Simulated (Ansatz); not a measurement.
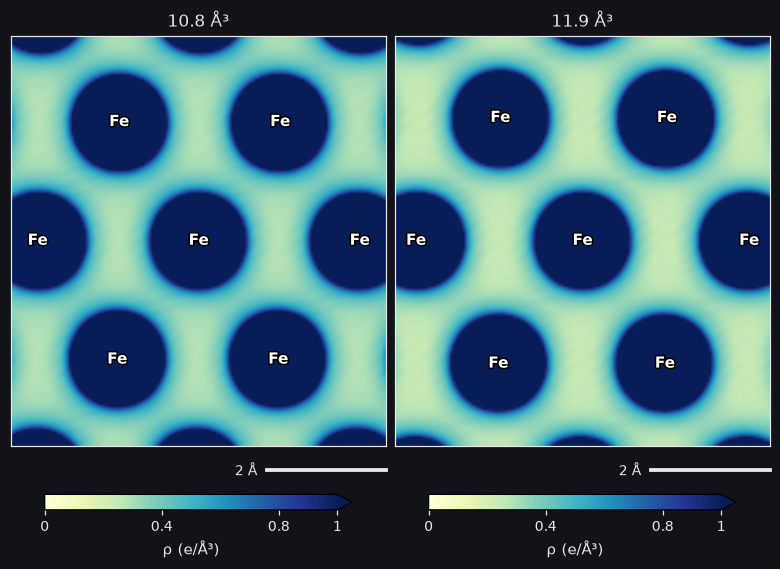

Fe. The valence electron density of cells scaled evenly to different volumes (given per atom above each panel), on the (001) plane of each (indices in the axes of the cell below), at one length scale and on one colour scale.

A structure from a database of computed crystals, not necessarily the ambient phase; spin-polarised.

All numbers below come from Kohn-Sham DFT of a periodic cell, PBE, Ansatz PAW (Ansatz).

In a PAW calculation such maps are meaningful between the atoms, not at the nuclei.

The largest cell:

```xyz
1
Lattice="0.0000 1.9673 1.9910 1.5182 0.0000 1.9910 1.5182 1.9673 0.0000" Properties=species:S:1:pos:R:3 pbc="T T T"
Fe    0.0000    0.0000    0.0000
```

| volume (Å³/atom) | Fe–Fe contact in the plane (Å) | ρ at its midpoint (e/Å³) | pressure (GPa) | largest moment (μB) | 
| --- | --- | --- | --- | --- |
| 10.75 | 2.421 | 0.392 | 12.2 | 2.10 | 
| 10.98 | 2.438 | ? | ? | ? | 
| 11.89 | 2.504 | 0.334 | −7.0 | 2.32 | 

What values belong in the row with question marks?

Answer. Over the known rows ln ρ falls by 1.93 per Å of Fe–Fe distance (the line through the two), which gives 0.379 e/Å³ at 2.438 Å; the calculation gives 0.379 e/Å³. For the pressure, a straight line in volume between the neighbouring rows gives 8.3 GPa; the calculation gives 7.1, lower because pressure rises ever faster on compression. For the largest moment, a straight line in volume between the neighbouring rows gives 2.14 μB; the calculation gives 2.13.
